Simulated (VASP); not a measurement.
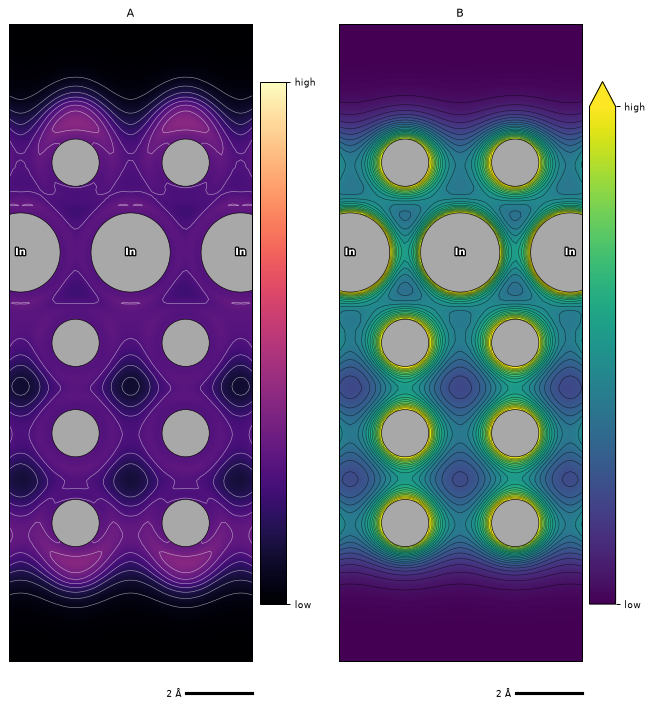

In (slab): 2 fields on the (010) plane of the calculation cell, a cut from vacuum to vacuum, with unlabelled colour scales. Grey discs cover the atomic cores.

Method: Kohn-Sham DFT of a periodic cell, PBE, VASP PAW PBE potentials, recommended (VASP).

```yaml
crystal:
  lattice:
    - [3.33927, 0.00000, 0.00000]
    - [-1.66964, 2.89190, 0.00000]
    - [0.00000, 0.00000, 25.93174]
  atoms:
    - { symbol: In, position: [0.66667, 0.33333, 0.28922] }
    - { symbol: In, position: [0.00000, 0.00000, 0.39428] }
    - { symbol: In, position: [0.66667, 0.33333, 0.50000] }
    - { symbol: In, position: [0.33333, 0.66667, 0.60572] }
    - { symbol: In, position: [0.66667, 0.33333, 0.71078] }
```

Q: Match the panels to the quantities (electron localisation function and valence pseudo-density).

A: Panel A: electron localisation function. Panel B: valence pseudo-density. From the grid: In–In (3.34 Å): ρ at the midpoint is about 0.13 e/Å³; the ELF is about 0.25 at the midpoint; no shared electron pair shows on this line.
